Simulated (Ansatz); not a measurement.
## Geometry relaxation of Ge₃Si₂ (part 2 of 2)

Ge₃Si₂ (5 atoms in the cell); DFT PBE, scalar-relativistic, plane waves, PAW, no spin polarisation (Ansatz 0.2.0); cutoff 420 eV, 14×10×4 k-mesh, Gaussian smearing of 0.1 eV. The structure was made by a generator, so it may or may not be a known phase.

Geometry of the input (Å; fractional positions):
```
2.7242  0.0000  0.0000
0.0000  4.0750  0.0000
0.0000  0.0000  8.9009
Si 0.0000  0.5000  0.3670
Si 0.0000  0.5000  0.6330
Ge 0.5000  0.5000  0.0000
Ge 0.0000  0.0000  0.7984
Ge 0.0000  0.0000  0.2016
```

## Output, continued
```
relax step   9: F+E_penalty+E_count = -14154.60389272 eV  Δ(F+E_penalty+E_count) = -1.149e-4 eV  max|allowed force component| = 5.825e-4 eV/Å  Δτ_max = 0.0038 Å  P = +0.000 GPa  Ω = 98.868 Å³  energy of the carried Pulay correction = -9.961e-6 eV  (5 SCF iters, dr2 threshold 1.44e-8 eV, accepted)
Basis set: ecut = 420 eV, 1947 PW (Γ), exchange–correlation on 36×60×120 points (8 copies of the dense FFT grid, shifted against one another)
Initial wavefunctions: pseudopotential atomic-orbital guess (no wavefunctions were taken with the density)
iter 1 solved again at ethr=2.43e-7 eV; its pass at ethr=3.10e-3 eV (dr2=1.21e-4 eV) is discarded
SCF iter   1: F=—  HF=-14154.598331 eV  |F-HF|=—  |Δ(HF+E_count)|=         —  Δρ=7.87e-4  dr2=1.46e-5  ethr=2.43e-7  ⟨swp⟩=3.0  Hψ=27776  notcnv=0
preconditioner: auto → LDOS  [metal: Δε(μ)=0.020 eV  Ē_g=19.201 eV  σ=0.100 eV  W_gap=0.11  n_scr=18 (ndim 8)  ℏωp=26.4 eV  f_vac=0.021  D(μ)=1.60/eV (n_scr^D=10)  β→1.0]
SCF iter   2: F=—  HF=-14154.604014 eV  |F-HF|=—  |Δ(HF+E_count)|=   5.68e-3  Δρ=2.31e-5  dr2=2.24e-6  ethr=2.93e-8  ⟨swp⟩=2.3  Hψ=5833  notcnv=0
SCF iter   3: F=—  HF=-14154.604014 eV  |F-HF|=—  |Δ(HF+E_count)|=   9.75e-7  Δρ=1.28e-5  dr2=3.12e-7  ethr=4.48e-9  ⟨swp⟩=3.0  Hψ=8138  notcnv=0
SCF iter   4: F=—  HF=-14154.604014 eV  |F-HF|=—  |Δ(HF+E_count)|=   1.58e-7  Δρ=4.42e-6  dr2=6.01e-8  ethr=6.25e-10  ⟨swp⟩=2.0  Hψ=7935  notcnv=0
SCF iter   5: F=—  HF=-14154.604014 eV  |F-HF|=—  |Δ(HF+E_count)|=   4.77e-9  Δρ=1.98e-6  dr2=1.72e-8  ethr=1.20e-10  ⟨swp⟩=2.0  Hψ=7852  notcnv=0
SCF iter   6: F=—  HF=-14154.604014 eV  |F-HF|=—  |Δ(HF+E_count)|=  7.95e-10  Δρ=5.24e-7  dr2=8.05e-10  ethr=3.43e-11  ⟨swp⟩=2.0  Hψ=5451  notcnv=0
SCF iter   7: F=-14154.604014 eV  HF=-14154.604014 eV  |F-HF|=1.82e-12  |Δ(HF+E_count)|=  2.91e-11  Δρ=7.29e-8  dr2=2.05e-11  ethr=1.00e-12  ⟨swp⟩=4.7  Hψ=22920  notcnv=0
SCF 10 converged in 7 iterations: F = -14154.604014 eV  dr2 = 2.05e-11
relax step  10: F+E_penalty+E_count = -14154.60401367 eV  Δ(F+E_penalty+E_count) = -1.210e-4 eV  max|allowed force component| = 6.042e-4 eV/Å  Δτ_max = 0.0000 Å  P = +0.004 GPa  Ω = 98.868 Å³  stress off target by 2.44e-2 GPa  SCF on the basis re-selected at this cell (its energy is not comparable with the rows above)  (7 SCF iters)
```

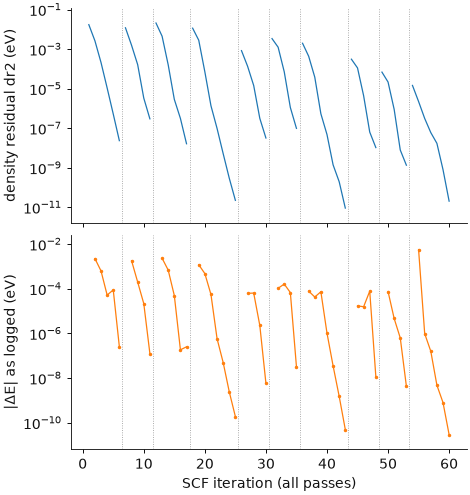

*Convergence of the self-consistent field: density residual dr2 and size of the energy change against the SCF iteration. The dotted lines part the SCF passes of the relaxation: geometry steps, rejected trials and re-solves on a re-selected basis.*

The 10 passes take 5 to 8 iterations each, 60 in all.

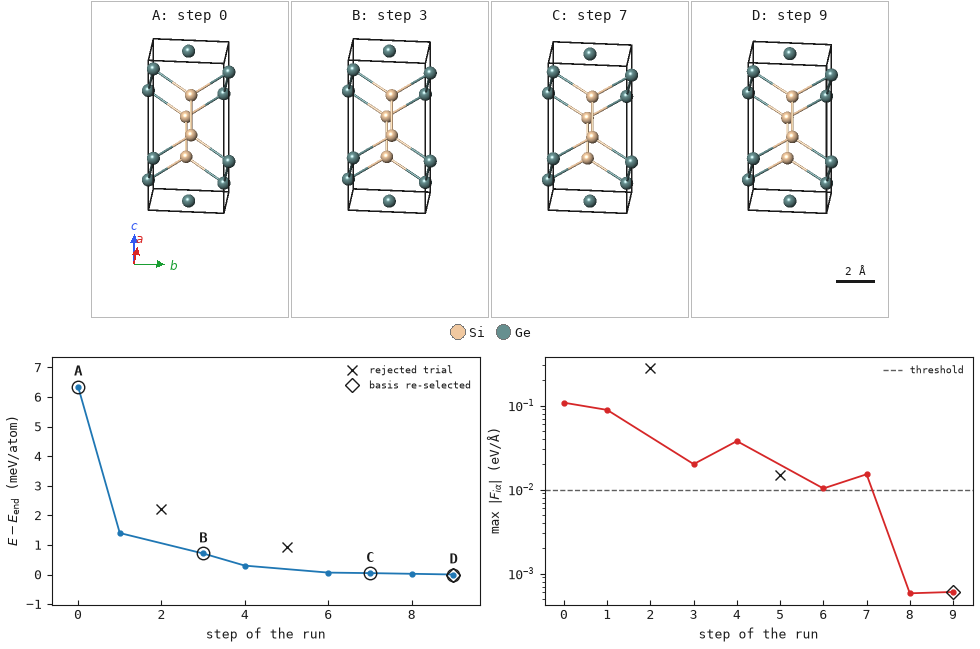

*Frames of the relaxation (ball-and-stick view of the cell of the calculation, seen at an oblique angle) above the curves, on which the letters mark them (the first geometry is step 0 here and step 1 in the log).*

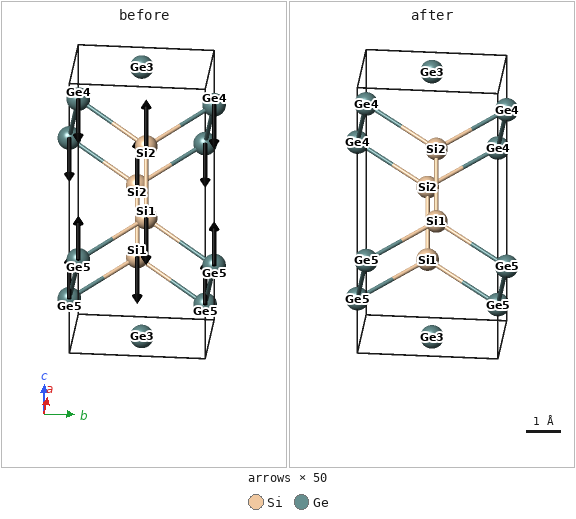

*Before (left) and after (right) the relaxation, at one scale (ball-and-stick view of the cell of the calculation, seen at an oblique angle). The black arrows give the displacements (without the part carried along by the change of the cell), magnified 50 times.*

The largest moves relative to the cell, 0.031 Å, are those of Si1 and Si2. By element the largest moves are Si 0.031 Å, Ge 0.029 Å. Cell: a 2.724 → 2.675 Å (−1.8 %), b 4.075 → 4.216 Å (+3.5 %), c 8.901 → 8.766 Å (−1.5 %). Volume +0.1 %. Distances before and after: Ge3–Ge3 2.724 → 2.675 Å, Si1–Si2 2.368 → 2.394 Å, Si1–Ge5 2.514 → 2.525 Å. Among the angles that change: Ge5–Si1–Ge5 108.3° → 113.2°, Si1–Ge5–Si1 108.3° → 113.2°, Si2–Si1–Ge5 125.9° → 123.4°. The space group stays Pmmm (No. 47). The energy falls by 6.3 meV per atom in 8 geometry steps. Largest force component: 0.11 eV/Å at the start, 0.0006 eV/Å at the end. The pressure goes from 0.00 to 0.00 GPa. The line search rejected the trial steps at points 2, 5 (counted from 0) and went back. A last SCF at the same geometry on a re-selected plane-wave basis shifts the energy by next to nothing (0.0 meV per atom). (Atoms are counted from 1 in the order of the input.)

```
basis re-selected at this cell: Δ(F+E_penalty+E_count) = -1.210e-4 eV, ΔP = +0.004 GPa vs the last step (what re-selecting the basis moved, of the pressure what is left beyond the Pulay correction that the steps carried, after the strain that the cell walked since its last selection, with what the two solves' SCF thresholds leave and, on support functions, any second-order correction that the steps lacked; it is no measure of the basis error at this ecutwfc). The dense FFT grid was sized anew with the basis: this SCF ran on 18×30×60 points, the steps before it on 20×30×60, so part of this shift can come from that change (see relax.cell in the input reference). This SCF's stress stands 2.44e-2 GPa from its target on what of the cell is left free (relax.cell.stress_tol is 5.00e-2 GPa) and its largest allowed force component is 6.04e-4 eV/Å (relax.f_tol is 1.00e-2 eV/Å): within both
SCF converged after 7 iterations
Free energy (F): -14154.604014 eV
Harris-Foulkes:  -14154.604014 eV  (|F-HF|=1.82e-12)
Internal energy: -14154.596013 eV  (E = F + TS)
E sigma→0 (E₀):  -14154.600013 eV
Entropy (-TS):   -0.008000 eV (-1.600 meV/atom)
Fermi energy:    8.745590 eV
--- Per-component energies (eV) ---
  E_band       = -405.245165
  E_kinetic    = 409.616591
  E_local      = -8776.334079  (includes V_loc(G=0)·N_el)
  E_nonlocal   = 1299.198698
  E_hartree    = 3937.957491
  E_xc         = -336.382424
  E_vxc        = -286.067479  (∫ρ·V_xc dr)
  E_paw        = -7076.006171  (= ΣΔE_a)
  E_vpaw       = -927.575081  (= ΣTr[D̂ρ^β])
  E_aug_tail   = 0.000914  (compensation charges beyond the density's cutoff)
  E_ewald      = -3612.647033
  E_smearing   = -0.008000  (= −TS)
  E_closure    = -0.000000  (closes the sum)
  Σ components = -14154.604014   (vs F -14154.604014, Δ=0.00e0)
--- Forces (eV/Å), atoms counted from 1 ---
  atom   1  Si     0.00000000     0.00000000    -0.00049242
  atom   2  Si    -0.00000000    -0.00000000     0.00049242
  atom   3  Ge     0.00000000     0.00000000     0.00000000
  atom   4  Ge     0.00000000     0.00000000    -0.00060420
  atom   5  Ge    -0.00000000    -0.00000000     0.00060420
  max |Σ_I F_I| component: 0.00e0 eV/Å
--- Stress (GPa, compression-positive) ---
       -0.003991       0.000000      -0.000000
        0.000000       0.024415      -0.000000
       -0.000000      -0.000000      -0.008586
  P = ⅓ Tr σ = 0.0039 GPa (0.039 kbar)
--- Band table (eV; the first three rows and the last of 144) ---
  k-point 0: bands = ["-16.2528", "-16.1576", "-16.1516", "-16.0887", "-16.0810", "-15.9092", "-15.9076", "-15.7704", "-15.7624", "-15.7584", "-15.7541", "-15.7328", "-15.7310", "-15.7132", "-15.7124", "-4.0146", "-2.6215", "-1.4211", "1.9050", "3.3836", "4.6950", "5.8522", "6.3407", "6.9251", "7.7684", "9.0028", "11.8283", "12.6707", "12.9138", "13.7540"]
  k-point 1: bands = ["-16.2528", "-16.1576", "-16.1516", "-16.0887", "-16.0810", "-15.9092", "-15.9076", "-15.7704", "-15.7625", "-15.7584", "-15.7542", "-15.7328", "-15.7310", "-15.7132", "-15.7124", "-3.9379", "-2.9355", "-0.9039", "1.2854", "3.6336", "4.7821", "5.6106", "6.7414", "6.8220", "8.1803", "9.2248", "11.0915", "11.2369", "12.7077", "14.5654"]
  k-point 2: bands = ["-16.2528", "-16.1576", "-16.1516", "-16.0887", "-16.0810", "-15.9092", "-15.9076", "-15.7704", "-15.7625", "-15.7584", "-15.7542", "-15.7328", "-15.7310", "-15.7132", "-15.7124", "-3.8250", "-3.2061", "-0.1613", "0.4616", "3.7831", "4.9274", "5.3440", "6.7274", "7.2725", "8.7052", "9.2372", "10.3968", "10.8211", "11.8354", "15.6567"]
  k-point 143: bands = ["-16.1772", "-16.1693", "-16.1465", "-16.1380", "-16.0219", "-15.8199", "-15.8128", "-15.8020", "-15.8000", "-15.7606", "-15.7554", "-15.7472", "-15.7412", "-15.6747", "-15.6740", "2.3404", "2.4342", "2.7251", "2.9797", "3.3406", "4.5614", "4.6163", "5.4146", "6.1300", "6.8341", "6.9301", "8.2402", "9.0711", "9.4604", "10.4969"]
--- Relaxed structure (9 steps of the walk, 7 accepted, 1 SCFs on fresh bases) ---
  F+E_penalty+E_count = -14154.60401367 eV   max|allowed force component| = 6.042e-4 eV/Å   (the final SCF, on the basis selected at the relaxed cell)
  cell:  # Å, volume = 98.8683 Å³
    - [2.675161334266758, -1.815774265948446e-33, 6.014763222496347e-33]
    - [-2.7161770215111775e-33, 4.216271419291149, -5.092831915333457e-34]
    - [1.9652497058064156e-32, -1.1124045315024263e-33, 8.765532694514867]
  atoms:
    - { symbol: Si, position: [-7.696646734039859e-35, 0.5, 0.3634399225486684] }
    - { symbol: Si, position: [-5.099899064263668e-34, 0.5, 0.6365600774513317] }
    - { symbol: Ge, position: [0.5, 0.5, -1.559142303012283e-19] }
    - { symbol: Ge, position: [1.2628884868725238e-34, -4.276423536147513e-50, 0.795078031960202] }
    - { symbol: Ge, position: [-1.5106271216660663e-35, 0.0, 0.20492196803979817] }
```

## Trajectory as extended XYZ (Å, eV, eV/Å), 10 frames, from step=1 to step=10
```
5
Lattice="2.7242 0.0000 0.0000 0.0000 4.0750 0.0000 0.0000 0.0000 8.9009" Properties=species:S:1:pos:R:3:forces:R:3 step=1 energy=-14154.57226 pressure_GPa=0.00
Si    0.0000    2.0375    3.2665    0.0000   0.0000  -0.1081
Si    0.0000    2.0375    5.6344    0.0000   0.0000   0.1081
Ge    1.3621    2.0375    0.0000    0.0000   0.0000   0.0000
Ge    0.0000    0.0000    7.1067    0.0000   0.0000  -0.0872
Ge    0.0000    0.0000    1.7942    0.0000   0.0000   0.0872
5
Lattice="2.6832 0.0000 0.0000 0.0000 4.1428 0.0000 0.0000 0.0000 8.9633" Properties=species:S:1:pos:R:3:forces:R:3 step=2 energy=-14154.59700 pressure_GPa=-0.27
Si    0.0000    2.0714    3.2937    0.0000   0.0000  -0.0887
Si    0.0000    2.0714    5.6696    0.0000   0.0000   0.0887
Ge    1.3416    2.0714    0.0000    0.0000   0.0000   0.0000
Ge    0.0000    0.0000    7.1003    0.0000   0.0000   0.0442
Ge    0.0000    0.0000    1.8630    0.0000   0.0000  -0.0442
5
Lattice="2.6703 0.0000 0.0000 0.0000 4.1671 0.0000 0.0000 0.0000 8.9139" Properties=species:S:1:pos:R:3:forces:R:3 step=3 energy=-14154.59287 pressure_GPa=-0.17 accepted=F
Si    0.0000    2.0836    3.2343    0.0000   0.0000   0.2816
Si    0.0000    2.0836    5.6796    0.0000   0.0000  -0.2816
Ge    1.3352    2.0836    0.0000    0.0000   0.0000   0.0000
Ge    0.0000    0.0000    7.0956    0.0000   0.0000  -0.0086
Ge    0.0000    0.0000    1.8183    0.0000   0.0000   0.0086
5
Lattice="2.6768 0.0000 0.0000 0.0000 4.1540 0.0000 0.0000 0.0000 8.9197" Properties=species:S:1:pos:R:3:forces:R:3 step=4 energy=-14154.60046 pressure_GPa=-0.06
Si    0.0000    2.0770    3.2647    0.0000   0.0000   0.0018
Si    0.0000    2.0770    5.6551    0.0000   0.0000  -0.0018
Ge    1.3384    2.0770    0.0000    0.0000   0.0000   0.0000
Ge    0.0000    0.0000    7.0791    0.0000   0.0000   0.0201
Ge    0.0000    0.0000    1.8406    0.0000   0.0000  -0.0201
5
Lattice="2.6788 0.0000 0.0000 0.0000 4.1921 0.0000 0.0000 0.0000 8.8415" Properties=species:S:1:pos:R:3:forces:R:3 step=5 energy=-14154.60251 pressure_GPa=-0.22
Si    0.0000    2.0960    3.2261    0.0000   0.0000  -0.0377
Si    0.0000    2.0960    5.6154    0.0000   0.0000   0.0377
Ge    1.3394    2.0960    0.0000    0.0000   0.0000   0.0000
Ge    0.0000    0.0000    7.0242    0.0000   0.0000  -0.0026
Ge    0.0000    0.0000    1.8173    0.0000   0.0000   0.0026
5
Lattice="2.6773 0.0000 0.0000 0.0000 4.2641 0.0000 0.0000 0.0000 8.6442" Properties=species:S:1:pos:R:3:forces:R:3 step=6 energy=-14154.59943 pressure_GPa=0.01 accepted=F
Si    0.0000    2.1321    3.1260    0.0000   0.0000   0.0113
Si    0.0000    2.1321    5.5182    0.0000   0.0000  -0.0113
Ge    1.3386    2.1321    0.0000    0.0000   0.0000   0.0000
Ge    0.0000    0.0000    6.8770    0.0000   0.0000   0.0148
Ge    0.0000    0.0000    1.7672    0.0000   0.0000  -0.0148
5
Lattice="2.6752 0.0000 0.0000 0.0000 4.2046 0.0000 0.0000 0.0000 8.7897" Properties=species:S:1:pos:R:3:forces:R:3 step=7 energy=-14154.60369 pressure_GPa=0.02
Si    0.0000    2.1023    3.1986    0.0000   0.0000  -0.0103
Si    0.0000    2.1023    5.5911    0.0000   0.0000   0.0103
Ge    1.3376    2.1023    0.0000    0.0000   0.0000   0.0000
Ge    0.0000    0.0000    6.9881    0.0000   0.0000  -0.0042
Ge    0.0000    0.0000    1.8016    0.0000   0.0000   0.0042
5
Lattice="2.6739 0.0000 0.0000 0.0000 4.2261 0.0000 0.0000 0.0000 8.7455" Properties=species:S:1:pos:R:3:forces:R:3 step=8 energy=-14154.60378 pressure_GPa=0.02
Si    0.0000    2.1130    3.1747    0.0000   0.0000   0.0152
Si    0.0000    2.1130    5.5708    0.0000   0.0000  -0.0152
Ge    1.3369    2.1130    0.0000    0.0000   0.0000   0.0000
Ge    0.0000    0.0000    6.9534    0.0000   0.0000   0.0042
Ge    0.0000    0.0000    1.7920    0.0000   0.0000  -0.0042
5
Lattice="2.6752 0.0000 0.0000 0.0000 4.2163 0.0000 0.0000 0.0000 8.7655" Properties=species:S:1:pos:R:3:forces:R:3 step=9 energy=-14154.60389 pressure_GPa=0.00
Si    0.0000    2.1081    3.1857    0.0000   0.0000  -0.0004
Si    0.0000    2.1081    5.5798    0.0000   0.0000   0.0004
Ge    1.3376    2.1081    0.0000    0.0000   0.0000   0.0000
Ge    0.0000    0.0000    6.9693    0.0000   0.0000  -0.0006
Ge    0.0000    0.0000    1.7962    0.0000   0.0000   0.0006
5
Lattice="2.6752 0.0000 0.0000 0.0000 4.2163 0.0000 0.0000 0.0000 8.7655" Properties=species:S:1:pos:R:3:forces:R:3 step=10 energy=-14154.60401 pressure_GPa=0.00
Si    0.0000    2.1081    3.1857    0.0000   0.0000  -0.0005
Si    0.0000    2.1081    5.5798    0.0000   0.0000   0.0005
Ge    1.3376    2.1081    0.0000    0.0000   0.0000   0.0000
Ge    0.0000    0.0000    6.9693    0.0000   0.0000  -0.0006
Ge    0.0000    0.0000    1.7962    0.0000   0.0000   0.0006
```

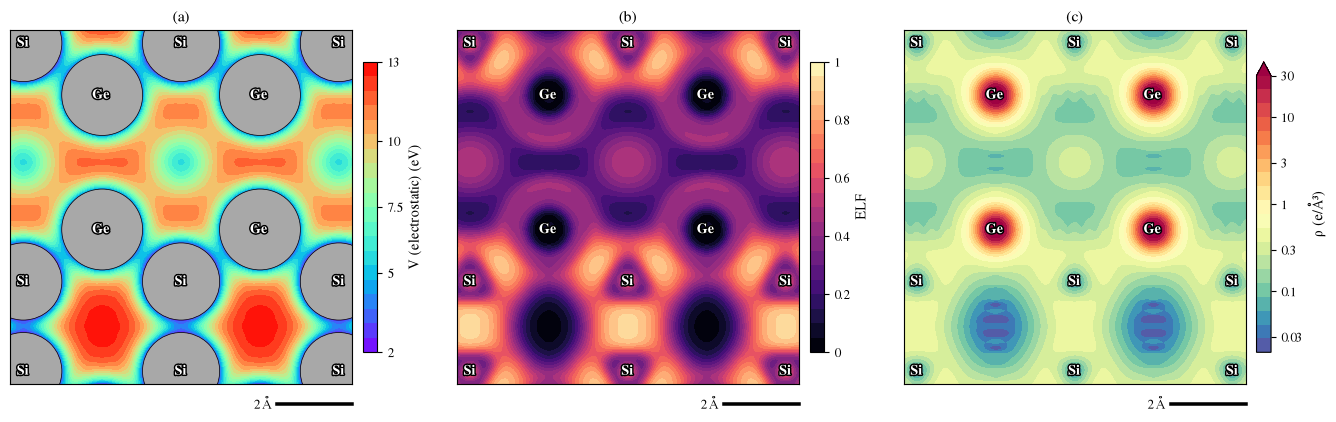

*(a) electrostatic potential energy of an electron; (b) ELF; (c) valence electron density on the (100) plane of the conventional cell. Grey discs, where drawn, cover atomic cores.*

The section cuts through Si and Ge sites. Si–Si (2.39 Å): ρ at the midpoint is about 0.51 e/Å³, a local maximum along the line; the ELF peaks at about 0.90 between the atoms (localised, shared-pair bonding). Si–Ge (2.52 Å): the density is about 0.42 e/Å³ at the midpoint; the ELF is about 0.80 at the midpoint. Away from the nuclei the density in this plane falls to 0.006 e/Å³ at its lowest. Outside the cores the potential energy rises away from the atoms and is highest about 2.4 Å from the nearest atoms; outside the discs it spans about 10 eV, and its zero is arbitrary. Core electrons are frozen (PAW), so the fields are smoothed inside the atomic spheres.

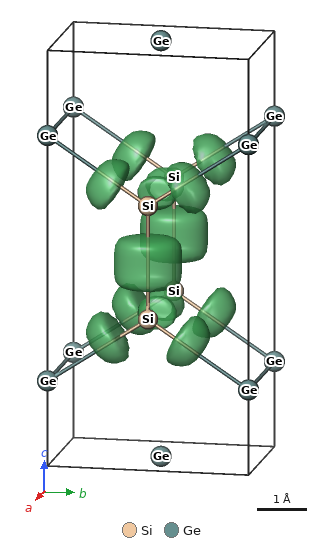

*Isosurface of the ELF at 0.75 (green), seen slightly off an axis. Core shells and regions of very low density are left out. Sticks mark near contacts. The outline is the cell set on symmetry axes.*

Values along the shortest contacts: Si–Si (2.39 Å): the ELF peaks at about 0.90 between the atoms, which marks a shared electron pair. Si–Ge (2.52 Å): the ELF is about 0.80 at the midpoint.
